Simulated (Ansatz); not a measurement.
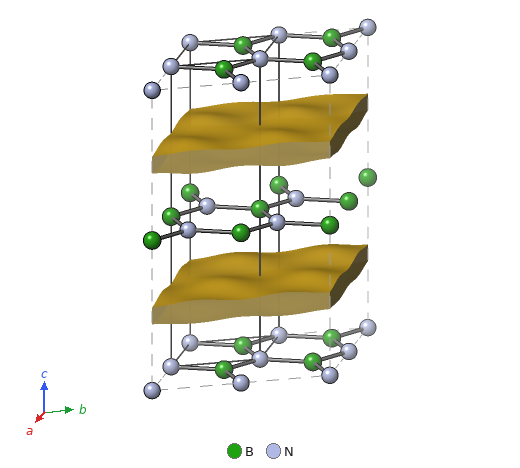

Crystal voids of BN in space group P-6m2: the yellow surface encloses the regions where the procrystal electron density, the sum of the densities of spherically averaged neutral Hartree-Fock atoms, is below 0.005 e/bohr³ (2×2×1 cells, view slightly off an axis). No self-consistent density enters. Pale faces close the region where the drawn box cuts it. The usual level for crystal voids is 0.002 e/bohr³; this crystal has almost no region below it, so a higher level is used, which marks the interstitial space of lowest density.

Source of the atomic positions: coordinates from a relaxation with DFT, PAW plane waves, pbe, spin-orbit in Ansatz.

```
B N
1.0
     2.51218    0.00000    0.00000
    -1.25609    2.17561    0.00000
     0.00000    0.00000    8.34584
B N
2 2
Cartesian
  0.0000 0.0000 4.1729
  0.0000 1.4504 0.0000
  0.0000 0.0000 0.0000
  1.2561 0.7252 4.1729
```

What share of the cell is void by this measure?

Answer. The voids take about 16 % of the cell (7.1 Å³ of 45.6 Å³) and are bounded by about 22 Å² of surface per cell.

What shape does the empty space take in three dimensions?

Answer. Where they connect, they form a two-dimensional network in layers parallel to (001).

How low does the density fall, and where?

Answer. To about 0.0038 e/bohr³ near 0.67, 0.33, 0.25 (fractional), 2.1 Å from the nearest nucleus.

At what density do the voids first join through the crystal?

Answer. At about 0.0039 e/bohr³, as a two-dimensional network in layers parallel to (001).
